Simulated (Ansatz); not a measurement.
## A series of single points on Be

System: Be (Im-3m, 1 atom in the cell).
Method: Kohn-Sham DFT of a periodic cell, PBE, all-electron LAPW, scalar-relativistic, no spin polarisation (Ansatz 0.2.0).

The 7 runs differ only in the geometry, by an even scaling of the cell at fixed fractional positions. The structure derives from a Materials Project entry.

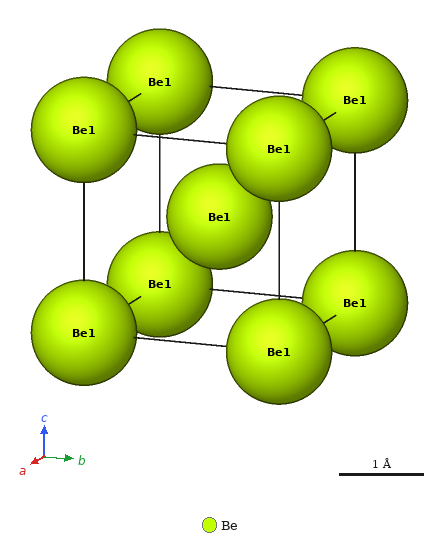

Figure 1. The structure of run 4 (spheres-only view of the cell 2 times as large as that of the calculation, set on its symmetry axes, seen slightly off an axis; atoms are numbered from 1 in the order of the input).

## Input of run 4
```yaml
crystal:
  lattice:
    - [-1.2531209513, 1.2531209513, 1.2531209513]
    - [1.2531209513, -1.2531209513, 1.2531209513]
    - [1.2531209513, 1.2531209513, -1.2531209513]
  atoms:
    - { symbol: Be, position: [0.0, 0.0, 0.0] }
kpoints:
  mp_grid: { grid: [15, 15, 15] }
scf:
  occupations: { method: fermi_dirac, width: 0.05 }
hamiltonian:
  xc: pbe
  pseudopotentials: { kind: all_electron, lapw: { basis_error: 0.0005 } }
output:
  forces: true
  stress: true
  eigenvalues: true
```

Command:
```bash
ansatz run input.yaml --threads 1 --pin off --max-ram 2560MiB --backend cpu --events-out ev --progress --plain --runs-dir out
```

Run 6 differs from it as follows:
```diff
-    - [-1.2531209513, 1.2531209513, 1.2531209513]
-    - [1.2531209513, -1.2531209513, 1.2531209513]
-    - [1.2531209513, 1.2531209513, -1.2531209513]
+    - [-1.2696112759, 1.2696112759, 1.2696112759]
+    - [1.2696112759, -1.2696112759, 1.2696112759]
+    - [1.2696112759, 1.2696112759, -1.2696112759]
```

## Results, with one run withheld

```tsv
run	volume per atom (Å³)	free energy per atom, from the lowest run given (meV)	pressure (GPa)
1	7.399	9.13	7.45
2	7.556	3.32	4.43
3	7.714	0.36	1.67
4	7.871	0.00	−0.86
5	8.029	2.02	−3.18
6	8.186	?	?
7	8.343	12.44	−7.27
```

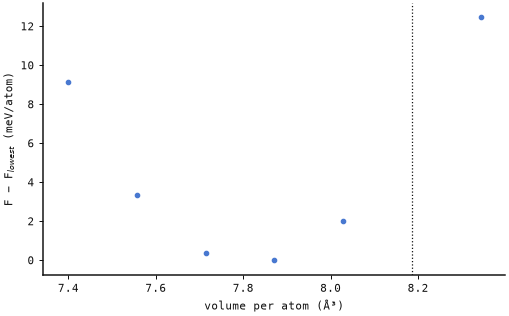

Figure 2. Free energy per atom of the runs given; the dotted line marks run 6.

Estimate the energy of run 6 from the others.

A cubic polynomial in V^(−2/3) (the Birch–Murnaghan form), fitted to the 6 runs given, misses them by at most 0.01 meV per atom. With x = V^(−2/3) − 0.25407 Å⁻², it reads F = −0.15991 + 29.033 x + 1.0578e+05 x² − 1.4243e+05 x³ (meV per atom). At run 6 it gives 6.24 meV per atom, and the run itself gives 6.23. The slope of the fit gives a pressure −dF/dV of −5.34 GPa there, and the run prints −5.31 GPa. The fit has its minimum at 7.815 Å³ per atom, where V d²F/dV² gives 124 GPa: the bulk modulus at this level, since symmetry fixes the shape and the positions.

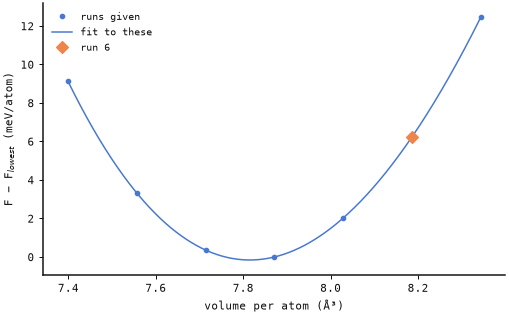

Figure 3. The fit and the withheld run.

## Output, shortened to warnings, some set-up lines, iterations and results (run 6)
```
Basis set: ecut = 166.6664022433454 eV, 43 PW (Γ), exchange–correlation at level 2
Symmetry: 48 space group operations
k-points: 120 of 3375
Initial density: superposition of atomic densities (chi_scale 0.1, normalization cell)
[...]
SCF iter   1: F=—  HF=-401.808988 eV  |F-HF|=—  |Δ(HF+E_count)|=         —  Δρ=3.96e-3  dr2=6.03e-4  ethr=1.50e-5  ⟨swp⟩=3.7  Hψ=6581  notcnv=0
SCF iter   2: F=—  HF=-401.804778 eV  |F-HF|=—  |Δ(HF+E_count)|=   4.21e-3  Δρ=1.97e-3  dr2=1.49e-4  ethr=1.50e-5  ⟨swp⟩=2.0  Hψ=2021  notcnv=0
SCF iter   3: F=—  HF=-401.804158 eV  |F-HF|=—  |Δ(HF+E_count)|=   6.20e-4  Δρ=1.87e-4  dr2=1.34e-6  ethr=3.36e-8  ⟨swp⟩=2.0  Hψ=3471  notcnv=0
SCF iter   4: F=-401.804164 eV  HF=-401.804164 eV  |F-HF|=4.69e-9  |Δ(HF+E_count)|=   5.80e-6  Δρ=8.41e-6  dr2=2.74e-9  ethr=3.35e-8  ⟨swp⟩=2.0  Hψ=2021  notcnv=0
SCF 1 converged in 4 iterations: F = -401.804164 eV  dr2 = 2.74e-9
SCF converged after 4 iterations
Free energy (F): -401.804164 eV
Harris-Foulkes:  -401.804164 eV  (|F-HF|=4.69e-9)
Internal energy: -401.802963 eV  (E = F + TS)
E sigma→0 (E₀):  -401.803563 eV
Entropy (-TS):   -0.001201 eV (-1.201 meV/atom)
Fermi energy:    9.055161 eV
--- Per-component energies (eV) ---
  E_band       = -177.098171
  E_kinetic    = 398.513817
  E_xc         = -79.176552
  E_electrostatic = -721.140228  (all electrons and nuclei)
  E_smearing   = -0.001201  (= −TS)
  E_closure    = 0.000000  (closes the sum)
  E_atoms      = -398.180714  (free atoms, spherical and without spin; not in F)
  Σ components = -401.804164   (vs F -401.804164, Δ=0.00e0)
  Basis errors (estimates in eV, not in F): energy 3.9e-4 per atom: plane waves 3.9e-4 (2.1e-4 summed), levels above the bands 5.5e-154, relativity 1.1e-9, radial functions 3.8e-6, core shells 0.0e0; eigenvalues (radial functions only) 6.2e-5; not estimated: angular momenta, meshes, grids; target …
--- Forces (eV/Å), atoms counted from 1 ---
  atom   1  Be     0.00000000     0.00000000     0.00000000
  max |Σ_I F_I| component: 4.01e-32 eV/Å
--- Stress (GPa, compression-positive) ---
       -5.312566      -0.000000       0.000000
       -0.000000      -5.312566       0.000000
        0.000000       0.000000      -5.312566
  P = ⅓ Tr σ = -5.3126 GPa (-53.126 kbar)
```
